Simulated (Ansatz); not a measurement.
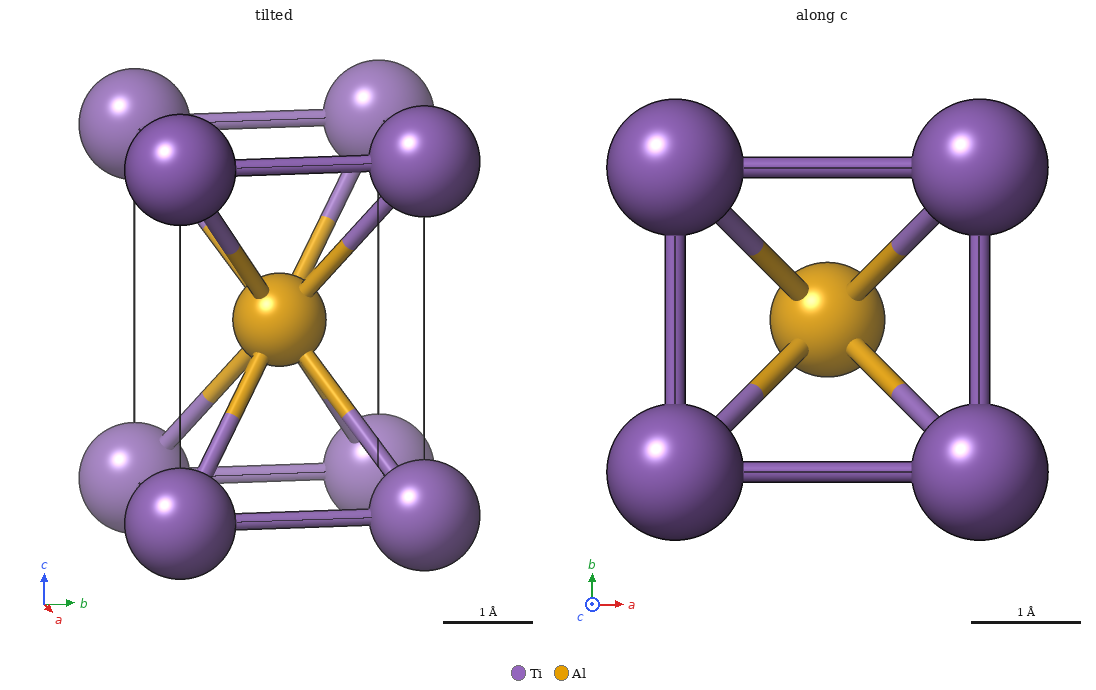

Ball-and-stick drawing of the structure, looking slightly off an axis and along the c axis. The conventional unit cell is drawn as a box. Cell: a = 2.808 Å, b = 2.808 Å, c = 4.073 Å, α = 90.00°, β = 90.00°, γ = 90.00°.

It has the composition TiAl. Space group P4/mmm (No. 123), lattice primitive tetragonal. It belongs to the family called CuAu (L1₀) type. Counting shared atoms by their share gives 1 Ti, 1 Al, or 2 atoms. The coordination shell of Ti holds eight Al and four Ti in a cuboctahedral arrangement (about 2.8 Å to Al, 2.8 Å to Ti). Al is surrounded by eight Ti and four Al in a cuboctahedral arrangement (about 2.8 Å to Ti, 2.8 Å to Al). The bonds build a three-dimensional framework.

Origin of the cell: a structure listed in the Materials Project. This is the structure after a relaxation with DFT r2SCAN, scalar-relativistic, plane waves, PAW (Ansatz).
